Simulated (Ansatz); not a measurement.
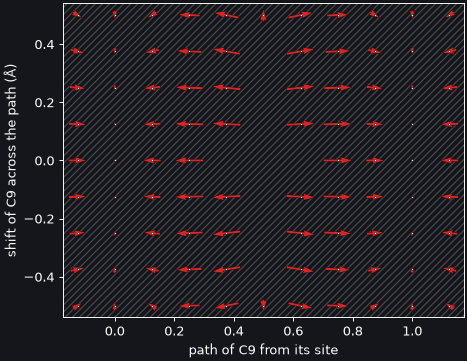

SiC (F-43m phase) with one C vacancy (15 atoms in the cell, cell charge +4). An atom moved over a plane that holds its own site and a neighbouring vacancy (x, y and z along the cube axes). The first coordinate is: path of C9 from its site (0) to the vacancy (1), 3.081 Å; the second: shift of C9 across the path, along the Cartesian direction [1 0 −1]. Nothing is relaxed (all other atoms held at the sites of the perfect crystal). Grid: 11 × 9 points; 20 points were computed and 70 follow by symmetry. At 9 points there is no value (left out of the scan, as a rule where atoms come close). Points are written as (first, second). The cell is charged on a uniform background, without a charge correction. Level of theory: DFT PBEsol, scalar-relativistic, plane waves, PAW in Ansatz 0.2.0. Settings: cutoff 420 eV, k-mesh 6×6×6, gaussian smearing 0.05 eV, no spin polarisation.

The picture shows dots at the grid points, arrows along the force (downhill), their lengths compressed, hatched blanks where no value was computed.

**The arrows alone are given. Where are the wells?**

The arrows converge at (0.000, 0.000 Å) [nearest 4 Si at 1.89 Å]; (1.000, 0.000 Å) [nearest 4 Si at 1.89 Å] (read from the interpolated surface).

The energy map of the same scan:

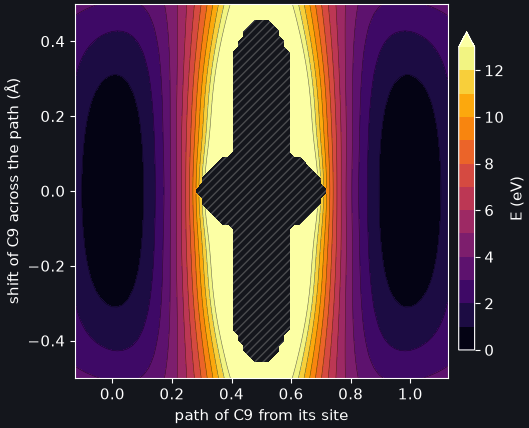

Energies are in eV, from the lowest grid point; between grid points the surface is interpolated.

PAW datasets: the set soft_1.
